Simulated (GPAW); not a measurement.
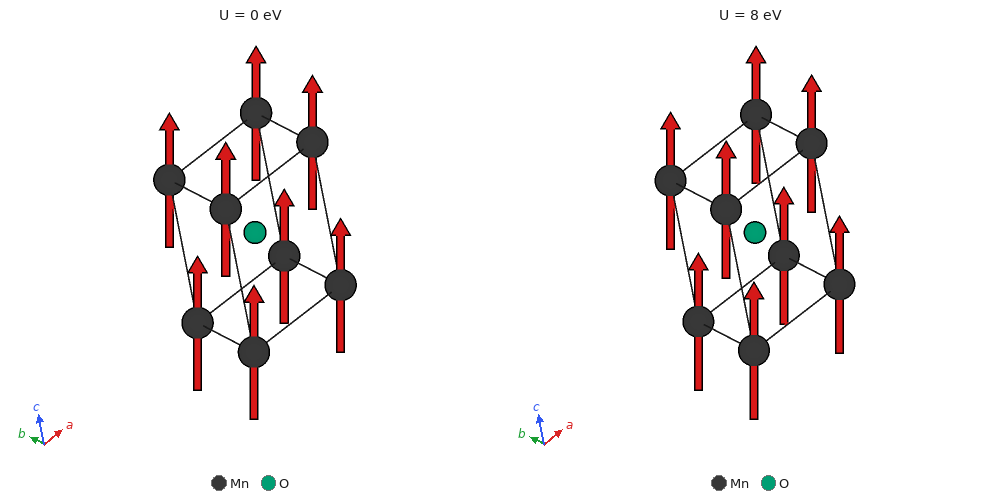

MnO, rock salt (NaCl type), space group Fm-3m (No. 225), a = 4.448 Å, b = 4.448 Å, c = 4.448 Å, α = 90.00°, β = 90.00°, γ = 90.00°. The run's cell of 2 atoms at the smallest and the largest U, with site moments above 0.25 μB as arrows (red up, blue down). The cell is a structure listed in the Materials Project.

One fixed geometry was run with a growing Hubbard U on Mn d. Alike in all runs: GPAW 26.7.0; functional PBEsol; potentials PAW data sets generated in the run's folder for this functional; cutoff 800 eV; k mesh 10 × 10 × 10 on the run's cell of 2 atoms; occupations fermi-dirac, width 0.05 eV; collinear spin, ferromagnetic start; no spin-orbit coupling.

| U (eV) | gap (eV) | mean size of the moment on Mn (μB) | pressure (GPa) |
| --- | --- | --- | --- |
| 0 | metal | 4.19 | -5.9 |
| 1 | metal | 4.38 | -0.4 |
| 2 | metal | 4.45 | 1.9 |
| 3 | metal | 4.49 | 2.7 |
| 4 | ? | ? | ? |
| 6 | 0.57 | 4.57 | 4.9 |
| 8 | 0.94 | 4.62 | 6.1 |

> What would you expect at U = 4 eV?

At U = 4 eV the run gave no gap, 4.52 μB on Mn and a pressure of 3.5 GPa. A straight line between the neighbouring rows gives 4.52 μB, which is close.

> Where does the gap open?

Between U = 4 and 6 eV; it reaches 0.94 eV at U = 8 eV.

Total energies at different U can't be compared. Each run keeps the state that it reached from its start, which need not be the lowest. Gaps are the least found on the k-mesh, which can miss the band edges.

Caveat: a cell with one magnetic atom can't hold antiferromagnetic order, which such compounds often take.
